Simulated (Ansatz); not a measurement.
**InAs: a changed input and its effect**

System: InAs (F-43m, 2 atoms in the cell).
Method of run A: DFT, r2SCAN, plane waves, PAW, no spin polarisation (Ansatz 0.2.0).

The structure was built on a prototype by a generator. The geometry comes from this level: r2SCAN. Text and figures count atoms from 1; the logs count them from 0 in places.

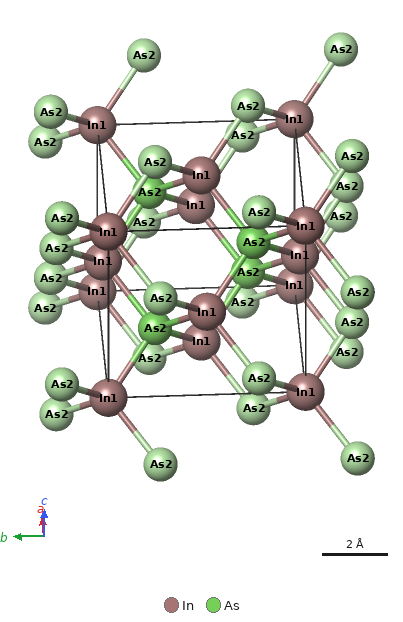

**Figure 1.** The structure (ball-and-stick view of the cell 4 times as large as that of the calculation, set on its symmetry axes, seen at an oblique angle; neighbours outside the cell are drawn fainter; atoms are numbered from 1 in the order of the input). Near neighbours in the crystal (not all of them lie inside the picture): In has 4 As at 2.65 Å; As has 4 In at 2.65 Å.

## Input, run A
```yaml
crystal:
  lattice:
    - [0.0, 3.0545904709, 3.0545904709]
    - [3.0545904709, 0.0, 3.0545904709]
    - [3.0545904709, 3.0545904709, 0.0]
  atoms:
    - { symbol: In, position: [0.0, 0.0, 0.0] }
    - { symbol: As, position: [0.25, 0.25, 0.25] }
kpoints:
  mp_grid: { grid: [8, 8, 8] }
  band_path:
    path:
      - [0.0, 0.0, 0.0]
      - [-0.5, -0.5, 0.0]
      - [-0.375, -0.375, 0.25]
      - [-0.375, 0.0, 0.375]
      - [0.0, 0.0, 0.5]
      - [-0.5, -0.25, 0.25]
    npoints: 1
hamiltonian:
  xc: r2scan
scf:
  occupations: { method: fermi_dirac, width: 0.02 }
  n_extra_bands: 4
output:
  forces: true
  stress: true
  eigenvalues: true
```

Command:
```bash
ansatz run input.yaml --threads 2 --pin off --max-ram 2211MiB --backend cpu --events-out ev --progress --plain --runs-dir out
```

Hardware: 2 threads of an Arm (aarch64) CPU, shared host.

## Output, shortened to warnings, some set-up lines, iterations and results (run A)
```
Basis set: ecut = 500 eV, 1459 PW (Γ), exchange–correlation on 128×128×128 points (64 copies of the dense FFT grid, shifted against one another)
Symmetry: 24 space group operations
k-points: 29 of 512 (time reversal used)
Initial density: superposition of atomic densities (neutral atoms: chi_scale 0, normalization atom), corrected by the library's trained network
[...]
SCF iter   1: F=—  HF=-10477.169744 eV  |F-HF|=—  |Δ(HF+E_count)|=         —  Δρ=5.92e-3  dr2=1.14e-2  dr2_τ=7.55e-3  ethr=1.77e-3  ⟨swp⟩=6.1  Hψ=2607  notcnv=0
SCF iter   2: F=—  HF=-10477.176126 eV  |F-HF|=—  |Δ(HF+E_count)|=   6.38e-3  Δρ=2.81e-3  dr2=2.92e-3  dr2_τ=8.47e-5  ethr=4.06e-5  ⟨swp⟩=2.9  Hψ=1318  notcnv=0
SCF iter   3: F=—  HF=-10477.176278 eV  |F-HF|=—  |Δ(HF+E_count)|=   1.52e-4  Δρ=6.77e-4  dr2=2.53e-4  dr2_τ=6.21e-6  ethr=1.04e-5  ⟨swp⟩=2.0  Hψ=899  notcnv=0
SCF iter   4: F=—  HF=-10477.176334 eV  |F-HF|=—  |Δ(HF+E_count)|=   5.61e-5  Δρ=2.60e-4  dr2=4.97e-5  dr2_τ=1.00e-6  ethr=9.04e-7  ⟨swp⟩=2.0  Hψ=972  notcnv=0
SCF iter   5: F=—  HF=-10477.176320 eV  |F-HF|=—  |Δ(HF+E_count)|=   1.41e-5  Δρ=6.12e-5  dr2=1.02e-6  dr2_τ=5.12e-8  ethr=1.78e-7  ⟨swp⟩=2.0  Hψ=899  notcnv=0
SCF iter   6: F=-10477.176322 eV  HF=-10477.176322 eV  |F-HF|=3.76e-8  |Δ(HF+E_count)|=   2.07e-6  Δρ=1.17e-5  dr2=3.52e-8  dr2_τ=2.33e-9  ethr=3.57e-10  ⟨swp⟩=7.0  Hψ=2570  …
SCF 1 converged in 6 iterations: F = -10477.176322 eV  dr2 = 3.52e-8
NSCF: frozen V_eff on 6 k-points
SCF converged after 6 iterations
Free energy (F): -10477.176322 eV
Harris-Foulkes:  -10477.176322 eV  (|F-HF|=3.76e-8)
Internal energy: -10477.176227 eV  (E = F + TS)
E sigma→0 (E₀):  -10477.176274 eV
Entropy (-TS):   -0.000095 eV (-0.048 meV/atom)
Fermi energy:    7.262712 eV
--- Per-component energies (eV) ---
  E_band       = -340.174610
  E_kinetic    = 345.969306
  E_local      = -3319.475018  (includes V_loc(G=0)·N_el)
  E_nonlocal   = -302.026954
  E_hartree    = 1604.141812
  E_xc         = -274.690774
  E_vxc        = -190.424836  (∫ρ·V_xc dr)
  E_paw        = -6033.083442  (= ΣΔE_a)
  E_vpaw       = -94.260534  (= ΣTr[D̂ρ^β])
  E_aug_tail   = 0.000001  (compensation charges beyond the density's cutoff)
  E_vtau       = 11.755832  (kinetic-family band-sum trace: ∫τ·v_τ [+ j·A + Jᵃ·Aᵃ] dr)
  E_ewald      = -2497.519296
  E_core_change = -0.491862  (= ΣΔE_core)
  E_smearing   = -0.000095  (= −TS)
  E_closure    = -0.000000  (closes the sum)
  Σ components = -10477.176322   (vs F -10477.176322, Δ=0.00e0)
--- Forces (eV/Å), atoms counted from 1 ---
  atom   1  In     0.00000000    -0.00000000     0.00000000
  atom   2  As    -0.00000000     0.00000000     0.00000000
  max |Σ_I F_I| component: 2.63e-16 eV/Å
--- Stress (GPa, compression-positive) ---
       -0.012504      -0.000000      -0.000000
       -0.000000      -0.012504       0.000000
       -0.000000       0.000000      -0.012504
  P = ⅓ Tr σ = -0.0125 GPa (-0.125 kbar)
```

The input of run B differs as follows (lines with − go, lines with + come):
```diff
-      - [0.0, 0.0, 0.0]
-      - [-0.5, -0.5, 0.0]
-      - [-0.375, -0.375, 0.25]
-      - [-0.375, 0.0, 0.375]
-      - [0.0, 0.0, 0.5]
-      - [-0.5, -0.25, 0.25]
-    npoints: 1
+      - [[0.0, 0.0, 0.0], [-0.5, -0.5, -5.397384456755e-17], [-0.375, -0.375, 0.25]]
+      - [[-0.375, -1.031257433968e-17, 0.375], [0.0, 0.0, 0.0], [-3.043471386692e-17, 4.904782593784e-18, 0.5], [-0.5, -0.25, 0.25], [-0.5, -0.5, -5.397384456755e-17]]
+    npoints: 10
-  xc: r2scan
+  xc: pbe
```

What does this change do to the results?

The total energies belong to different methods, so their difference says nothing on which is more stable or more accurate. The gap of 0.08 eV on the mesh closes. The pressure goes from −0.01 to 2.02 GPa. The functional changes from r2SCAN to PBE. The number of SCF iterations is the same. The default cutoff goes from 500 to 420 eV with the change. The plane waves at Γ go from 1459 to 1139.

## Output, shortened to warnings, some set-up lines, iterations and results (run B)
```
Basis set: ecut = 420 eV, 1139 PW (Γ), exchange–correlation on 60×60×60 points (8 copies of the dense FFT grid, shifted against one another)
Symmetry: 24 space group operations
k-points: 29 of 512 (time reversal used)
Initial density: superposition of atomic densities (neutral atoms: chi_scale 0, normalization atom), corrected by the library's trained network
[...]
SCF iter   1: F=—  HF=-10454.455515 eV  |F-HF|=—  |Δ(HF+E_count)|=         —  Δρ=2.41e-3  dr2=7.29e-3  ethr=1.77e-3  ⟨swp⟩=6.1  Hψ=2551  notcnv=0
SCF iter   2: F=—  HF=-10454.452551 eV  |F-HF|=—  |Δ(HF+E_count)|=   2.96e-3  Δρ=9.61e-4  dr2=5.80e-4  ethr=2.60e-5  ⟨swp⟩=2.4  Hψ=1142  notcnv=0
SCF iter   3: F=—  HF=-10454.452452 eV  |F-HF|=—  |Δ(HF+E_count)|=   9.95e-5  Δρ=2.85e-4  dr2=6.02e-5  ethr=2.07e-6  ⟨swp⟩=2.0  Hψ=849  notcnv=0
SCF iter   4: F=—  HF=-10454.452496 eV  |F-HF|=—  |Δ(HF+E_count)|=   4.37e-5  Δρ=1.10e-4  dr2=8.16e-6  ethr=2.15e-7  ⟨swp⟩=2.0  Hψ=637  notcnv=0
SCF iter   5: F=—  HF=-10454.452507 eV  |F-HF|=—  |Δ(HF+E_count)|=   1.10e-5  Δρ=3.19e-5  dr2=7.06e-7  ethr=2.91e-8  ⟨swp⟩=2.0  Hψ=929  notcnv=0
SCF iter   6: F=-10454.452507 eV  HF=-10454.452507 eV  |F-HF|=1.48e-9  |Δ(HF+E_count)|=   4.57e-8  Δρ=4.60e-6  dr2=1.01e-8  ethr=3.57e-10  ⟨swp⟩=6.3  Hψ=2469  notcnv=0
SCF 1 converged in 6 iterations: F = -10454.452507 eV  dr2 = 1.01e-8
NSCF: frozen V_eff on 62 k-points
SCF converged after 6 iterations
Free energy (F): -10454.452507 eV
Harris-Foulkes:  -10454.452507 eV  (|F-HF|=1.48e-9)
Internal energy: -10454.452357 eV  (E = F + TS)
E sigma→0 (E₀):  -10454.452432 eV
Entropy (-TS):   -0.000150 eV (-0.075 meV/atom)
Fermi energy:    7.457981 eV
--- Per-component energies (eV) ---
  E_band       = -321.352085
  E_kinetic    = 346.336818
  E_local      = -3316.069612  (includes V_loc(G=0)·N_el)
  E_nonlocal   = -303.318671
  E_hartree    = 1601.150210
  E_xc         = -294.330670
  E_vxc        = -178.341750  (∫ρ·V_xc dr)
  E_paw        = -5990.701169  (= ΣΔE_a)
  E_vpaw       = -72.264061  (= ΣTr[D̂ρ^β])
  E_aug_tail   = 0.000034  (compensation charges beyond the density's cutoff)
  E_ewald      = -2497.519296
  E_smearing   = -0.000150  (= −TS)
  E_closure    = 0.000000  (closes the sum)
  Σ components = -10454.452507   (vs F -10454.452507, Δ=0.00e0)
--- Forces (eV/Å), atoms counted from 1 ---
  atom   1  In     0.00000000    -0.00000000    -0.00000000
  atom   2  As    -0.00000000     0.00000000     0.00000000
  max |Σ_I F_I| component: 2.22e-16 eV/Å
--- Stress (GPa, compression-positive) ---
        2.015680      -0.000000      -0.000000
        0.000000       2.015680       0.000000
       -0.000000       0.000000       2.015680
  P = ⅓ Tr σ = 2.0157 GPa (20.157 kbar)
```

## The two runs side by side

| quantity | run A | run B |
| --- | --- | --- |
| outcome | converged | converged |
| free energy per atom (eV) | −5238.5882 | −5227.2263 |
| gap on the mesh (eV) | 0.08 | 0.00 |
| pressure (GPa) | −0.01 | 2.02 |
| largest force (eV/Å) | 0.000 | 0.000 |
| SCF iterations | 6 | 6 |
| irreducible k-points | 29 | 29 |
| plane waves at Γ | 1459 | 1139 |
| wall time (shared host) | 8.9 s | 5 s |
